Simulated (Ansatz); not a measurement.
```
Ta
1.0
     2.87439    0.00000    0.00000
    -0.95813    2.71000    0.00000
     0.00000    0.00000   24.38770
Ta
5
Direct
  0.50000 0.50000 0.31203
  0.00000 0.00000 0.40400
  0.50000 0.50000 0.50000
  0.00000 0.00000 0.59600
  0.50000 0.50000 0.68797
```

Computed without spin polarisation.

Theory: Ansatz 0.2.0, DFT PBE, scalar-relativistic, plane waves, PAW.

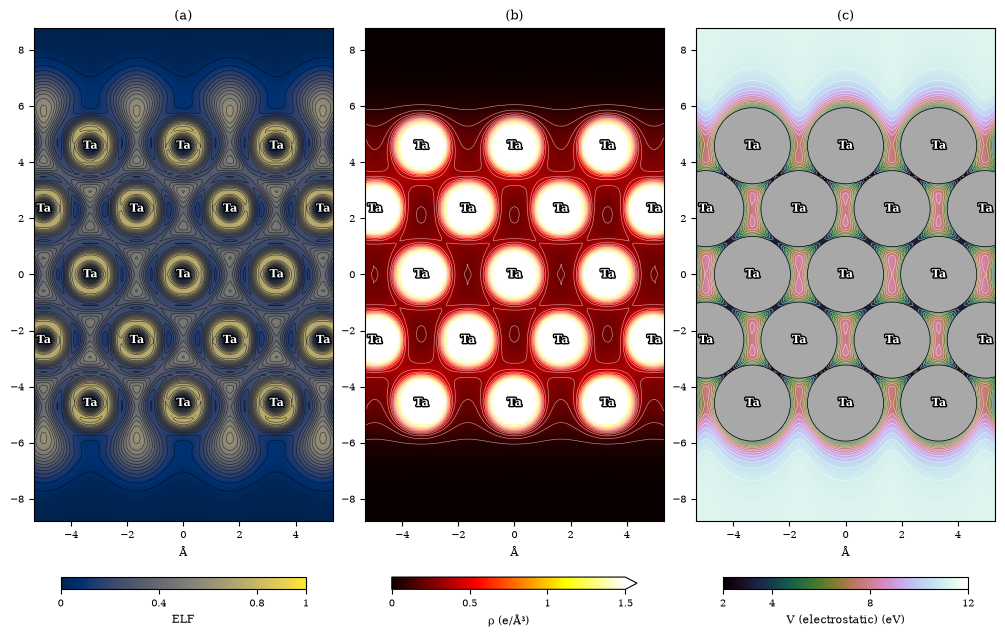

Ta (slab). (a) ELF; (b) valence pseudo-density; (c) electrostatic potential energy of an electron on the (11̄0) plane of the calculation cell, a cut from vacuum to vacuum. Grey discs cover the atomic cores in the potential map.

Core electrons are frozen (PAW), and the valence fields are smoothed inside the atomic spheres.

What do the fields say about this system?

The section cuts through Ta sites.
Ta–Ta (2.79 Å): the density is about 0.35 e/Å³ at the midpoint; the ELF is about 0.35 at the midpoint.
Ta–Ta (2.87 Å): the density is about 0.3 e/Å³ at the midpoint; the ELF is about 0.30 at the midpoint.
The density dies away to nearly zero in the vacuum.
The features right at Ta lie inside the PAW spheres, where the map follows smoothed inner orbitals and isn't to be read closely.
Outside the cores the potential energy rises away from the atoms and is highest in the vacuum; its zero is arbitrary.
